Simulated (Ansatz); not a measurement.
# Geometry relaxation of C (part 2 of 2)

The same run, continued: C (4 atoms in the cell); DFT, HSE06, plane waves, PAW, no spin polarisation (Ansatz 0.2.0); cutoff 420 eV, 9×9×4 k-mesh, Fermi–Dirac smearing of 0.02 eV. The structure was built on a prototype by a generator. The geometry comes from this level: r2SCAN.

Geometry of the input (Å; fractional positions):
```
2.5032  0.0000  0.0000
-1.2516  2.1678  0.0000
0.0000  0.0000  4.1689
C  0.3333  0.6667  0.0002
C  0.6667  0.3333  0.5002
C  0.3333  0.6667  0.3748
C  0.6667  0.3333  0.8748
```

What the program printed, continued
```
relax step   5: F+E_penalty+E_count = -1003.43045872 eV  Δ(F+E_penalty+E_count) = +1.344e-5 eV  max|allowed force component| = 1.097e-3 eV/Å  Δτ_max = 0.0001 Å  P = -0.005 GPa  Ω = 22.347 Å³  energy of the carried Pulay correction = +1.466e-3 eV  (7 SCF iters, accepted)
Exchange kernel: α = 0.2500, screened, ω = 0.2079 Å⁻¹, Wigner–Seitz truncation, v(0) = 1043.4824 eV·Å³, q-mesh 9×9×4, nearest image of the exchange supercell L = 16.60 Å, pair-density grid 15×15×24, without the augmentation charges, whose exchange is taken in its separable form by FFT convolution over the k-point mesh (sized by the pseudopotential files, 15×15×30 at the most), smooth part of the exact exchange by density-matrix convolution
Frozen-core exchange: fock
preconditioner: auto → none  [insulator: Δε(μ)=4.666 eV  Ē_g=20.202 eV  σ=0.020 eV  W_gap=1.00  n_scr=2 (ndim 8)  ℏωp=31.4 eV  f_vac=0.000  D(μ)=0.00/eV (n_scr^D=0)]
SCF 14 converged in 5 iterations: F = -1003.429075 eV  dr2 = 1.52e-11
  Residual-converged pass: ⟨swp⟩=2.4  Hψ=745  notcnv=0  max |occ|·‖R‖ = 1.3e-7 eV (tolerance 1.3e-7 eV)  dr2=1.52e-11  dr2_onsite=8.50e-14  max |Δocc| = 0.0e0
hybrid outer 1: dexx = +7.587e-8 eV, tail = 4.15e-10 eV
Exchange kernel: α = 0.2500, screened, ω = 0.2079 Å⁻¹, Wigner–Seitz truncation, v(0) = 1043.4824 eV·Å³, q-mesh 9×9×4, nearest image of the exchange supercell L = 16.60 Å, pair-density grid 15×15×24, without the augmentation charges, whose exchange is taken in its separable form by FFT convolution over the k-point mesh (sized by the pseudopotential files, 15×15×30 at the most), smooth part of the exact exchange by density-matrix convolution
Frozen-core exchange: fock
preconditioner: auto → none  [insulator: Δε(μ)=4.333 eV  Ē_g=19.476 eV  σ=0.020 eV  W_gap=1.00  n_scr=2 (ndim 8)  ℏωp=31.4 eV  f_vac=0.000  D(μ)=0.00/eV (n_scr^D=0)]
SCF 15 converged in 2 iterations: F = -1003.429075 eV  dr2 = 1.41e-12
  Residual-converged pass: ⟨swp⟩=3.0  Hψ=868  notcnv=0  max |occ|·‖R‖ = 1.3e-7 eV (tolerance 1.3e-7 eV)  dr2=1.47e-12  dr2_onsite=6.17e-14  max |Δocc| = 0.0e0
hybrid outer 2: dexx = +8.569e-12 eV, tail = 3.11e-12 eV, Δε = 5.95e-6 eV (about 5.03e-7 eV left of the loop's levels), ΔF = 5.33e-6 eV/Å (tail 4.04e-6)
relax step   6: F+E_penalty+E_count = -1003.42907483 eV  Δ(F+E_penalty+E_count) = +1.384e-3 eV  max|allowed force component| = 1.455e-3 eV/Å  Δτ_max = 0.0000 Å  P = -0.113 GPa  Ω = 22.347 Å³  stress off target by 1.26e-1 GPa  SCF on the basis re-selected at this cell (its energy is not comparable with the rows above)  (7 SCF iters)
basis re-selected at this cell: Δ(F+E_penalty+E_count) = +1.384e-3 eV, ΔP = -0.108 GPa vs the last step (what re-selecting the basis moved, of the pressure what is left beyond the Pulay correction that the steps carried, after the strain that the cell walked since its last selection, with what the two solves' SCF thresholds leave and, on support functions, any second-order correction that the steps lacked; it is no measure of the basis error at this ecutwfc). This SCF's stress stands 1.26e-1 GPa from its target on what of the cell is left free (relax.cell.stress_tol is 5.00e-2 GPa) and its largest allowed force component is 1.45e-3 eV/Å (relax.f_tol is 5.00e-3 eV/Å): not within both, so this SCF does not close the relaxation
Crystal: 4 atoms, lattice volume = 22.341 Å³
Exchange kernel: α = 0.2500, screened, ω = 0.2079 Å⁻¹, Wigner–Seitz truncation, v(0) = 1043.4806 eV·Å³, q-mesh 9×9×4, nearest image of the exchange supercell L = 16.60 Å, pair-density grid 15×15×24, without the augmentation charges, whose exchange is taken in its separable form by FFT convolution over the k-point mesh (sized by the pseudopotential files, 15×15×30 at the most), smooth part of the exact exchange by density-matrix convolution
Frozen-core exchange: fock
preconditioner: auto → none  [insulator: Δε(μ)=4.333 eV  Ē_g=19.478 eV  σ=0.020 eV  W_gap=1.00  n_scr=2 (ndim 8)  ℏωp=31.4 eV  f_vac=0.000  D(μ)=0.00/eV (n_scr^D=0)]
SCF 16 converged in 6 iterations: F = -1003.429105 eV  dr2 = 9.21e-12
  Residual-converged pass: ⟨swp⟩=2.6  Hψ=761  notcnv=0  max |occ|·‖R‖ = 1.3e-7 eV (tolerance 1.3e-7 eV)  dr2=9.21e-12  dr2_onsite=2.22e-14  max |Δocc| = 0.0e0
hybrid outer 1: dexx = +3.108e-7 eV, tail = 1.58e-9 eV
Exchange kernel: α = 0.2500, screened, ω = 0.2079 Å⁻¹, Wigner–Seitz truncation, v(0) = 1043.4806 eV·Å³, q-mesh 9×9×4, nearest image of the exchange supercell L = 16.60 Å, pair-density grid 15×15×24, without the augmentation charges, whose exchange is taken in its separable form by FFT convolution over the k-point mesh (sized by the pseudopotential files, 15×15×30 at the most), smooth part of the exact exchange by density-matrix convolution
Frozen-core exchange: fock
preconditioner: auto → none  [insulator: Δε(μ)=4.332 eV  Ē_g=19.477 eV  σ=0.020 eV  W_gap=1.00  n_scr=2 (ndim 8)  ℏωp=31.4 eV  f_vac=0.000  D(μ)=0.00/eV (n_scr^D=0)]
SCF 17 converged in 2 iterations: F = -1003.429105 eV  dr2 = 5.67e-12
  Residual-converged pass: ⟨swp⟩=3.0  Hψ=872  notcnv=0  max |occ|·‖R‖ = 1.3e-7 eV (tolerance 1.3e-7 eV)  dr2=5.69e-12  dr2_onsite=5.34e-13  max |Δocc| = 0.0e0
hybrid outer 2: dexx = +2.554e-11 eV, tail = 1.31e-11 eV, Δε = 1.50e-5 eV (about 1.37e-6 eV left of the loop's levels), ΔF = 2.60e-5 eV/Å (tail 9.48e-6)
relax step   7: F+E_penalty+E_count = -1003.42910466 eV  Δ(F+E_penalty+E_count) = -2.982e-5 eV  max|allowed force component| = 1.036e-4 eV/Å  Δτ_max = 0.0000 Å  P = -0.001 GPa  Ω = 22.341 Å³  energy of the carried Pulay correction = +2.781e-5 eV  (8 SCF iters, accepted)
Exchange kernel: α = 0.2500, screened, ω = 0.2079 Å⁻¹, Wigner–Seitz truncation, v(0) = 1043.4806 eV·Å³, q-mesh 9×9×4, nearest image of the exchange supercell L = 16.60 Å, pair-density grid 15×15×24, without the augmentation charges, whose exchange is taken in its separable form by FFT convolution over the k-point mesh (sized by the pseudopotential files, 15×15×30 at the most), smooth part of the exact exchange by density-matrix convolution
Frozen-core exchange: fock
preconditioner: auto → none  [insulator: Δε(μ)=4.970 eV  Ē_g=20.173 eV  σ=0.020 eV  W_gap=1.00  n_scr=2 (ndim 8)  ℏωp=31.4 eV  f_vac=0.000  D(μ)=0.00/eV (n_scr^D=0)]
SCF 18 converged in 3 iterations: F = -1003.429070 eV  dr2 = 7.34e-12
  Residual-converged pass: ⟨swp⟩=2.5  Hψ=759  notcnv=0  max |occ|·‖R‖ = 1.3e-7 eV (tolerance 1.3e-7 eV)  dr2=7.35e-12  dr2_onsite=6.48e-15  max |Δocc| = 0.0e0
hybrid outer 1: dexx = +4.555e-10 eV, tail = 4.25e-10 eV
Exchange kernel: α = 0.2500, screened, ω = 0.2079 Å⁻¹, Wigner–Seitz truncation, v(0) = 1043.4806 eV·Å³, q-mesh 9×9×4, nearest image of the exchange supercell L = 16.60 Å, pair-density grid 15×15×24, without the augmentation charges, whose exchange is taken in its separable form by FFT convolution over the k-point mesh (sized by the pseudopotential files, 15×15×30 at the most), smooth part of the exact exchange by density-matrix convolution
Frozen-core exchange: fock
SCF iter   1: F=—  HF=-1003.429070 eV  |F-HF|=—  |Δ(HF+E_count)|=         —  Δρ=1.08e-7  dr2=1.05e-12  ethr=2.50e-12  ⟨swp⟩=11.5  Hψ=1877  notcnv=0
preconditioner: auto → none  [insulator: Δε(μ)=4.332 eV  Ē_g=19.484 eV  σ=0.020 eV  W_gap=1.00  n_scr=2 (ndim 8)  ℏωp=31.4 eV  f_vac=0.000  D(μ)=0.00/eV (n_scr^D=0)]
SCF iter   2: F=-1003.429070 eV  HF=-1003.429070 eV  |F-HF|=4.55e-13  |Δ(HF+E_count)|=    0.00e0  Δρ=5.73e-8  dr2=1.87e-13  ethr=1.00e-12  ⟨swp⟩=2.0  Hψ=720  notcnv=0
SCF 19 converged in 2 iterations: F = -1003.429070 eV  dr2 = 1.87e-13
  Residual-converged pass: ⟨swp⟩=2.0  Hψ=711  notcnv=0  max |occ|·‖R‖ = 1.3e-7 eV (tolerance 1.3e-7 eV)  dr2=1.85e-13  dr2_onsite=2.27e-15  max |Δocc| = 0.0e0
hybrid outer 2: dexx = +5.400e-13 eV, tail = 3.81e-13 eV, Δε = 5.54e-6 eV (about 1.38e-6 eV left of the loop's levels), ΔF = 9.69e-7 eV/Å (tail 9.27e-6)
relax step   8: F+E_penalty+E_count = -1003.42906977 eV  Δ(F+E_penalty+E_count) = +3.489e-5 eV  max|allowed force component| = 8.639e-5 eV/Å  Δτ_max = 0.0000 Å  P = -0.003 GPa  Ω = 22.341 Å³  stress off target by 2.94e-3 GPa  SCF on the basis re-selected at this cell (its energy is not comparable with the rows above)  (5 SCF iters)
```

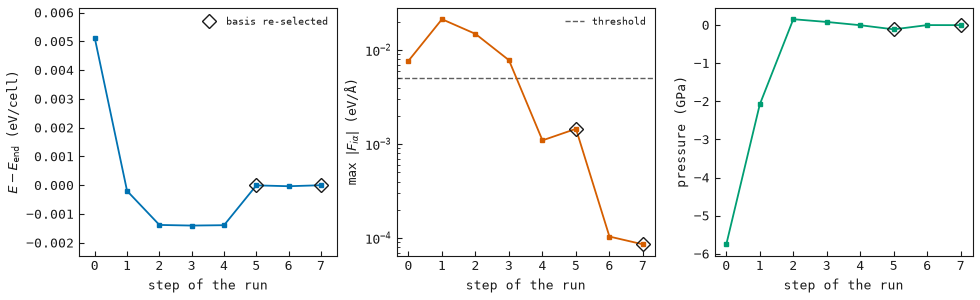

Figure 1. Progress of the relaxation, step by step (the first geometry is step 0 here and step 1 in the log). No atom moves by more than 0.005 Å relative to the cell. The volume changes by −1.2 %, with a = b 2.503 → 2.493 Å (−0.4 %), c 4.169 → 4.150 Å (−0.5 %). Among the contacts that change: C1–C3 1.561 → 1.554 Å, C1–C4 1.537 → 1.531 Å. The space group stays P6_3/mmc (No. 194). The energy falls by 5.2 meV per cell of the calculation in 5 geometry steps. The largest force component goes from 0.0077 to under 0.0001 eV/Å. The pressure goes from −5.75 to 0.00 GPa. 1 further SCF at an unchanged geometry re-selected the plane-wave basis for the new cell. The energy change given includes the shifts at the re-selections in mid-walk, which come without any move. A last SCF at the same geometry on a re-selected plane-wave basis shifts the energy by +0.0 meV per cell of the calculation. (Atoms are counted from 1 in the order of the input.)

```
basis re-selected at this cell: Δ(F+E_penalty+E_count) = +3.489e-5 eV, ΔP = -0.001 GPa vs the last step (what re-selecting the basis moved, of the pressure what is left beyond the Pulay correction that the steps carried, after the strain that the cell walked since its last selection, with what the two solves' SCF thresholds leave and, on support functions, any second-order correction that the steps lacked; it is no measure of the basis error at this ecutwfc). This SCF's stress stands 2.94e-3 GPa from its target on what of the cell is left free (relax.cell.stress_tol is 5.00e-2 GPa) and its largest allowed force component is 8.64e-5 eV/Å (relax.f_tol is 5.00e-3 eV/Å): within both
hybrid SCF converged: 2 outer / 5 inner (+0 warm-up), last move |dexx| = 5.40e-13 eV, tail = 3.81e-13 eV
Stability not checked: this state was not tested for a lower state beside it, because the functional holds exact exchange (a hybrid, or Hartree-Fock), whose exchange loop this test does not read (fock_operator; see scf.lower_state_search)
Free energy (F): -1003.429070 eV
Frozen-core exchange: fock
Harris-Foulkes:  -1003.429070 eV  (|F-HF|=4.55e-13)
Internal energy: -1003.429070 eV  (E = F + TS)
E sigma→0 (E₀):  -1003.429070 eV
Fermi energy:    15.452235 eV
--- Per-component energies (eV) ---
  E_band       = 48.520093
  E_kinetic    = 370.281030
  E_local      = -240.975883  (includes V_loc(G=0)·N_el)
  E_nonlocal   = 104.951589
  E_hartree    = 53.391853
  E_xc         = -158.318574
  E_vxc        = -194.559438  (∫ρ·V_xc dr)
  E_exx        = -36.763376  (= α·E_x^exact, valence–valence)
  E_paw        = -397.367496  (= ΣΔE_a)
  E_vpaw       = -24.434188  (= ΣTr[D̂ρ^β])
  E_aug_tail   = 0.000032  (compensation charges beyond the density's cutoff)
  E_ewald      = -698.559371
  E_core_change = -0.068873  (= ΣΔE_core)
  E_smearing   = -0.000000  (= −TS)
  E_closure    = -0.000000  (closes the sum)
  Σ components = -1003.429070   (vs F -1003.429070, Δ=0.00e0)
--- Forces (eV/Å), atoms counted from 1 ---
  atom   1  C     -0.00000000    -0.00000000     0.00008639
  atom   2  C      0.00000000     0.00000000     0.00008639
  atom   3  C     -0.00000000    -0.00000000    -0.00008639
  atom   4  C      0.00000000     0.00000000    -0.00008639
  max |Σ_I F_I| component: 3.01e-17 eV/Å
--- Stress (GPa, compression-positive) ---
       -0.002579      -0.000000      -0.000000
       -0.000000      -0.002579       0.000000
       -0.000000       0.000000      -0.002944
  P = ⅓ Tr σ = -0.0027 GPa (-0.027 kbar)
--- Band table (eV; the first three rows and the last of 36) ---
  k-point 0: bands = ["-10.7975", "-4.7107", "-1.8510", "9.8751", "9.8751", "12.7887", "13.2860", "13.2860", "19.6377", "19.6377"]
  k-point 1: bands = ["-10.3368", "-6.7675", "1.0117", "10.1714", "10.2383", "10.2383", "12.5619", "12.5619", "20.4352", "20.4352"]
  k-point 2: bands = ["-8.9680", "-8.9680", "5.5168", "5.5168", "11.2472", "11.2472", "11.2472", "11.2472", "22.1080", "22.1080"]
  k-point 35: bands = ["-1.8337", "-1.8337", "-0.5788", "-0.5788", "2.7964", "2.7964", "8.5342", "8.5342", "22.2401", "22.2401"]
  guard bands above this table: 2 of the run's 12 bands. The solve was not asked for them (output.publish_guard_bands: true or output.eigenvalues: true publishes all)
--- Relaxed structure (6 steps of the walk, 6 accepted, 2 SCFs on fresh bases) ---
  F+E_penalty+E_count = -1003.42906977 eV   max|allowed force component| = 8.639e-5 eV/Å   (the final SCF, on the basis selected at the relaxed cell)
  cell:  # Å, volume = 22.3415 Å³
    - [2.493403102191978, 2.8754612658588842e-11, 0.0]
    - [-1.2467015511208912, 2.159350428358802, 0.0]
    - [0.0, 0.0, 4.149501689944413]
  atoms:
    - { symbol: C, position: [0.3333333333333333, 0.6666666666666665, 0.00025024863702858137] }
    - { symbol: C, position: [0.6666666666666667, 0.33333333333333326, 0.5002502486370287] }
    - { symbol: C, position: [0.3333333333333333, 0.6666666666666665, 0.3747497513629715] }
    - { symbol: C, position: [0.6666666666666667, 0.33333333333333326, 0.8747497513629714] }
```

Trajectory as extended XYZ (Å, eV, eV/Å), 8 frames, from step=1 to step=8
```
4
Lattice="2.5032 0.0000 0.0000 -1.2516 2.1678 0.0000 0.0000 0.0000 4.1689" Properties=species:S:1:pos:R:3:forces:R:3 step=1 energy=-1003.42395 pressure_GPa=-5.75
C     0.0000    1.4452    0.0010    0.0000   0.0000  -0.0077
C     1.2516    0.7226    2.0854    0.0000   0.0000  -0.0077
C     0.0000    1.4452    1.5624    0.0000   0.0000   0.0077
C     1.2516    0.7226    3.6468    0.0000   0.0000   0.0077
4
Lattice="2.4976 0.0000 0.0000 -1.2488 2.1630 0.0000 0.0000 0.0000 4.1549" Properties=species:S:1:pos:R:3:forces:R:3 step=2 energy=-1003.42927 pressure_GPa=-2.08
C     0.0000    1.4420    0.0007    0.0000   0.0000   0.0213
C     1.2488    0.7210    2.0781    0.0000   0.0000   0.0213
C     0.0000    1.4420    1.5574    0.0000   0.0000  -0.0213
C     1.2488    0.7210    3.6348    0.0000   0.0000  -0.0213
4
Lattice="2.4927 0.0000 0.0000 -1.2463 2.1587 0.0000 0.0000 0.0000 4.1514" Properties=species:S:1:pos:R:3:forces:R:3 step=3 energy=-1003.43045 pressure_GPa=0.15
C     0.0000    1.4391    0.0012    0.0000   0.0000  -0.0149
C     1.2463    0.7196    2.0770    0.0000   0.0000  -0.0149
C     0.0000    1.4391    1.5555    0.0000   0.0000   0.0149
C     1.2463    0.7196    3.6313    0.0000   0.0000   0.0149
4
Lattice="2.4937 0.0000 0.0000 -1.2469 2.1596 0.0000 0.0000 0.0000 4.1488" Properties=species:S:1:pos:R:3:forces:R:3 step=4 energy=-1003.43047 pressure_GPa=0.08
C     0.0000    1.4397    0.0009    0.0000   0.0000   0.0078
C     1.2469    0.7199    2.0753    0.0000   0.0000   0.0078
C     0.0000    1.4397    1.5549    0.0000   0.0000  -0.0078
C     1.2469    0.7199    3.6292    0.0000   0.0000  -0.0078
4
Lattice="2.4936 0.0000 0.0000 -1.2468 2.1595 0.0000 0.0000 0.0000 4.1497" Properties=species:S:1:pos:R:3:forces:R:3 step=5 energy=-1003.43046 pressure_GPa=-0.00
C     0.0000    1.4397    0.0010    0.0000   0.0000   0.0011
C     1.2468    0.7198    2.0759    0.0000   0.0000   0.0011
C     0.0000    1.4397    1.5551    0.0000   0.0000  -0.0011
C     1.2468    0.7198    3.6300    0.0000   0.0000  -0.0011
4
Lattice="2.4936 0.0000 0.0000 -1.2468 2.1595 0.0000 0.0000 0.0000 4.1497" Properties=species:S:1:pos:R:3:forces:R:3 step=6 energy=-1003.42908 pressure_GPa=-0.11
C     0.0000    1.4397    0.0010    0.0000   0.0000   0.0015
C     1.2468    0.7198    2.0759    0.0000   0.0000   0.0015
C     0.0000    1.4397    1.5551    0.0000   0.0000  -0.0015
C     1.2468    0.7198    3.6300    0.0000   0.0000  -0.0015
4
Lattice="2.4934 0.0000 0.0000 -1.2467 2.1593 0.0000 0.0000 0.0000 4.1495" Properties=species:S:1:pos:R:3:forces:R:3 step=7 energy=-1003.42911 pressure_GPa=-0.00
C     0.0000    1.4396    0.0010    0.0000   0.0000   0.0001
C     1.2467    0.7198    2.0758    0.0000   0.0000   0.0001
C     0.0000    1.4396    1.5550    0.0000   0.0000  -0.0001
C     1.2467    0.7198    3.6298    0.0000   0.0000  -0.0001
4
Lattice="2.4934 0.0000 0.0000 -1.2467 2.1593 0.0000 0.0000 0.0000 4.1495" Properties=species:S:1:pos:R:3:forces:R:3 step=8 energy=-1003.42907 pressure_GPa=-0.00
C     0.0000    1.4396    0.0010    0.0000   0.0000   0.0001
C     1.2467    0.7198    2.0758    0.0000   0.0000   0.0001
C     0.0000    1.4396    1.5550    0.0000   0.0000  -0.0001
C     1.2467    0.7198    3.6298    0.0000   0.0000  -0.0001
```

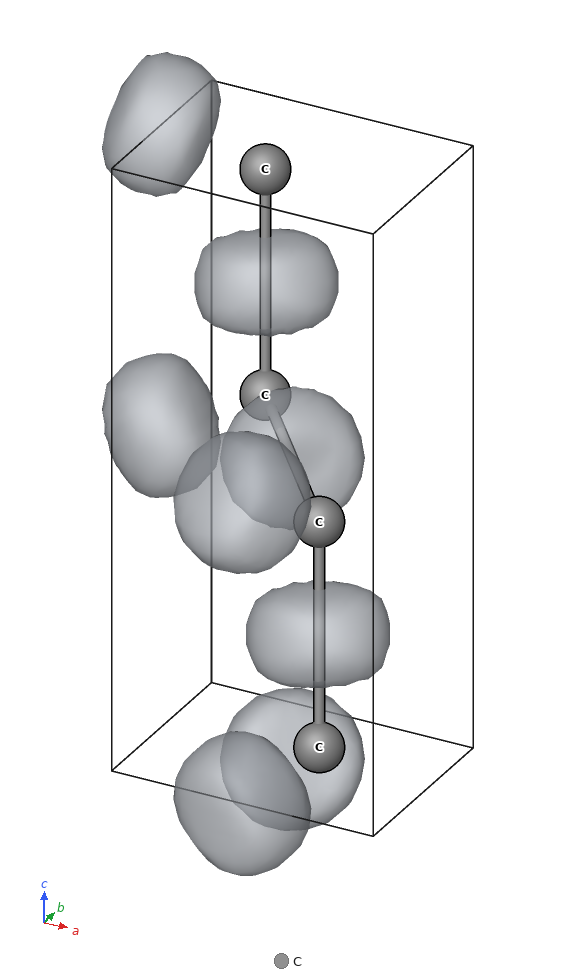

Figure 2. Isosurface of the electron localisation function at 0.75 (grey), seen slightly off an axis. Only the valence region is drawn (cores and ρ < 0.01 e/Å³ removed). Sticks mark near contacts. The outline is the cell set on symmetry axes. Values along the shortest contacts: In a PAW calculation such maps are meaningful between the atoms, not at the nuclei.

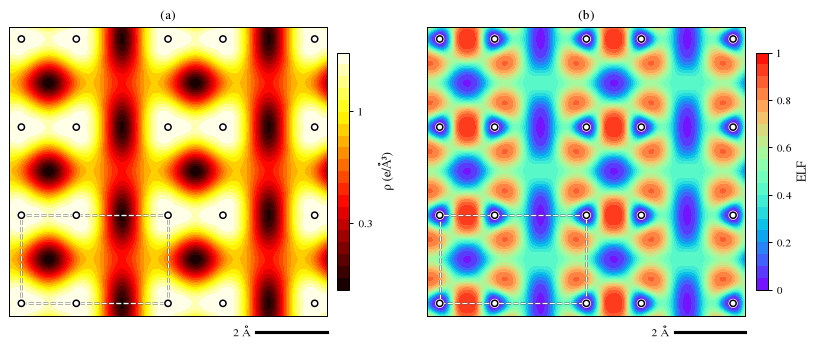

Figure 3. (a) valence charge density (pseudo); (b) ELF on the (11̄0) plane of the conventional cell. Circles mark the nuclei in the plane (C). The section cuts through C sites. Away from the nuclei the density in this plane falls to 0.15 e/Å³ at its lowest.
